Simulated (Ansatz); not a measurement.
AlNi

Input file:

```
crystal:
  lattice:
    - [2.881, 0.0, 0.0]
    - [0.0, 2.881, 0.0]
    - [0.0, 0.0, 2.881]
  atoms:
    - { symbol: Al, position: [0.0, 0.0, 0.0] }
    - { symbol: Ni, position: [0.4652898299, 0.5, 0.4652898299] }
basis:
  ecutwfc: 420
kpoints:
  mp_grid: { grid: [16, 16, 16] }
hamiltonian:
  xc: pbesol
scf:
  occupations: { method: gaussian, width: 0.15 }
output:
  forces: true
  stress: true
  eigenvalues: true
  write_density: true
  write_potential: true
  elf: true
  volumetric_format: npy
```

Command:

```sh
ansatz run input.yaml --threads 1 --pin off --max-ram 2560MiB --backend cpu --events-out ev --progress --plain --runs-dir out
```

Below, planes, directions and counts refer to the conventional cell (a = 2.88 Å, b = 4.07 Å, c = 4.07 Å, α = 90.00°, β = 90.00°, γ = 90.00°).

Space group Amm2; changed on purpose from its base cell (atom 2 (Ni) moved by (-0.100, -0.100) A along x and z); not relaxed (largest force 0.8 eV/Å); computed without spin polarisation.

Level of theory: DFT PBEsol, scalar-relativistic, plane waves, PAW in Ansatz 0.2.0.

What will maps of the valence pseudo-density and electron localisation function show?

Answer. Al–Ni (2.38 Å): the density is about 0.36 e/Å³ at the midpoint; the ELF is about 0.40 at the midpoint.
Al–Ni (2.50 Å): ρ is about 0.3 e/Å³ halfway; the ELF is about 0.40 at the midpoint.
Al–Ni (2.61 Å): ρ is about 0.25 e/Å³ halfway; the ELF is about 0.40 at the midpoint.

Does the calculation give a band gap?

Answer. It is gapless in this calculation (a metal or semimetal).

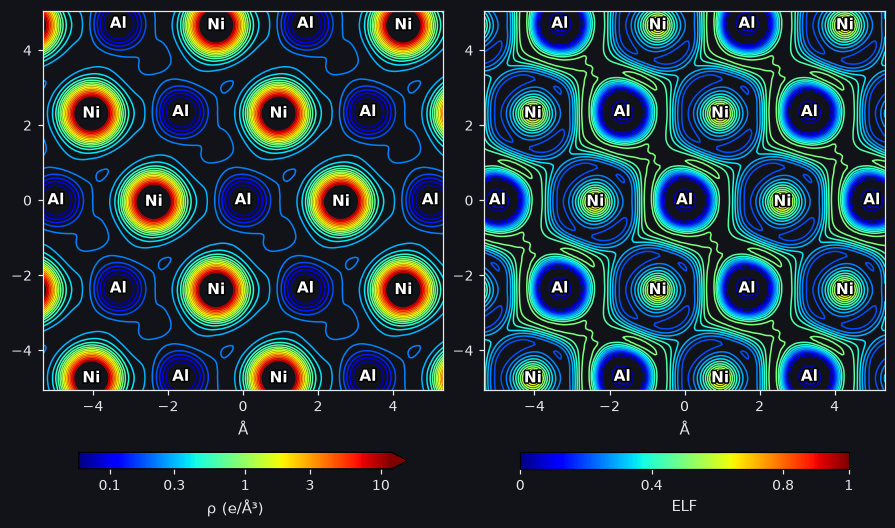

Computed valence pseudo-density and electron localisation function on the (111) plane of the conventional cell, in this order. 

Core electrons are frozen (PAW), and the valence fields are smoothed inside the atomic spheres.
